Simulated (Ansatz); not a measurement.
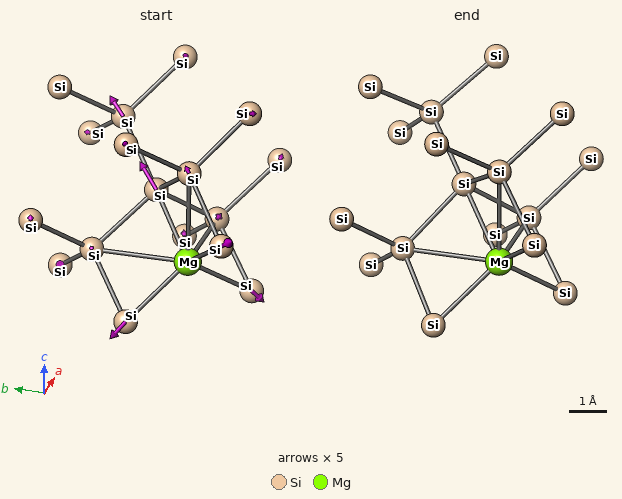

The structure of a defect cell of composition Si64Mg (cell charge +3) before (left) and after (right) a relaxation, at one scale. The purple arrows give the displacements, 5 times their true length.

A ball-and-stick model of the atoms within 4.2 Å of the atom that moves most (axes of the cell of the calculation (origin shifted)), seen from a free direction.

The calculation used DFT, PBEsol, PAW, plane waves in Ansatz 0.2.0. Settings: plane-wave cutoff 420 eV; k-point mesh 1 × 1 × 1; mesh shifted by (0.25, 0.25, 0.25); collinear spin; atoms relaxed in a fixed cell; force threshold 0.03 eV/Å; at most 80 steps.

### What changed between the two?

After 3 geometry steps the energy has fallen by 1.147 eV per cell of the calculation. Largest force component: 1.8 eV/Å at the start, 0.018 eV/Å at the end. The largest move is that of a Si atom, 0.19 Å along [1 2 2]. By element the largest moves are Si 0.19 Å, Mg 0.01 Å. The lattice vectors keep their values. Near-neighbour distances that change, for instance: Mg–Si 2.330 → 2.513 Å, Mg–Si 2.365 → 2.502 Å, Si–Si 2.310 → 2.431 Å, Mg–Si 2.410 → 2.505 Å. Among the angles between lasting bonds that change: Si–Si–Si 108.0° → 114.9°, Si–Si–Si 108.9° → 114.7°, Si–Si–Si 110.9° → 115.0°. Cost: 7.6 s on 1 × NVIDIA GB300 Max-Q with 8 threads of Arm Neoverse-V2, peak memory 2 GiB.

Limits of the set-up: the cell is charged, on a uniform background, and energies carry no finite-size correction.
